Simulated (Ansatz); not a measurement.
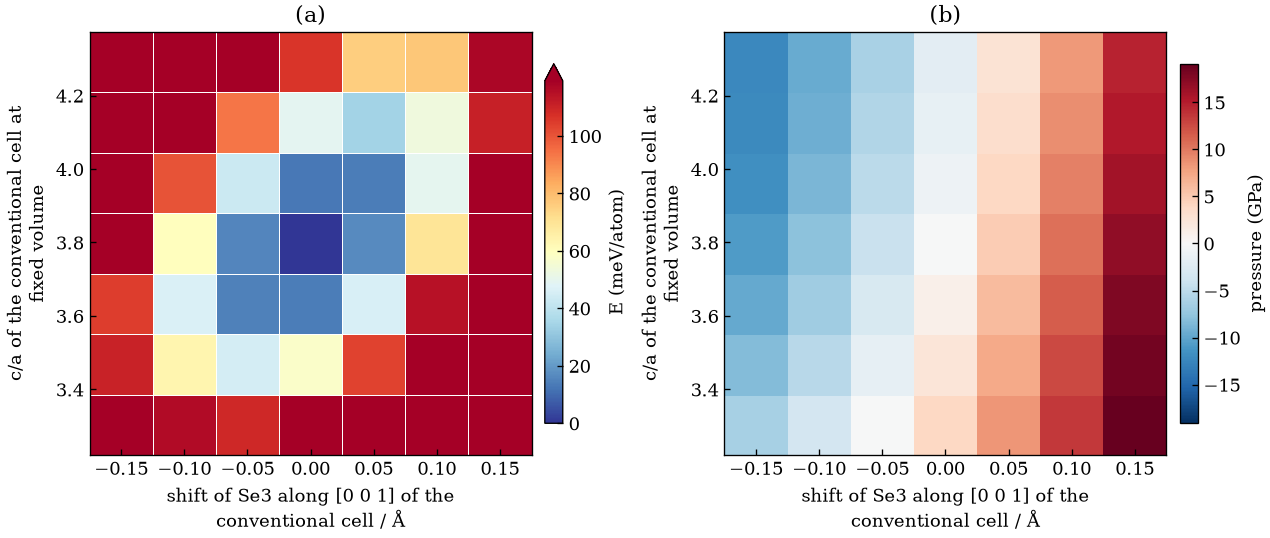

MoSe2 (P6_3/mmc, No. 194; 6 atoms in the cell). 
- The energy is mapped over a free internal coordinate and the cell.
- First axis: shift of Se3 along [0 0 1] of the conventional cell, Cartesian (0 0 1), its symmetry partners moved as symmetry demands (measured in the relaxed cell). Second axis: c/a of the conventional cell at fixed volume.
- Nothing is relaxed (all other coordinates fixed).
- The grid has 7 × 7 points.
- Points are written as (first, second).
- Energies: meV/atom, counted from the lowest grid point.
- The band gap closes in part of the range.
- Computed with DFT LDA+D3(BJ), scalar-relativistic, plane waves, PAW in Ansatz. Settings: cutoff 420 eV, k-mesh 12×12×4 in the order of the run's cell vectors, gaussian smearing 0.05 eV, no spin polarisation.

Panel (a) is the energy and panel (b) the computed pressure on the same grid.

In the figure: one coloured cell a grid point, one colour for all values above the top of the scale.

Q: How does the pressure vary over the map, and what is it at the lowest grid point?

A: It runs from −12.4 GPa at (−0.15 Å, 4.291) to 19.1 GPa at (0.15 Å, 3.304). At the lowest grid point, (0.00 Å, 3.797), it is 0.0 GPa.

PAW datasets: the set soft_1.
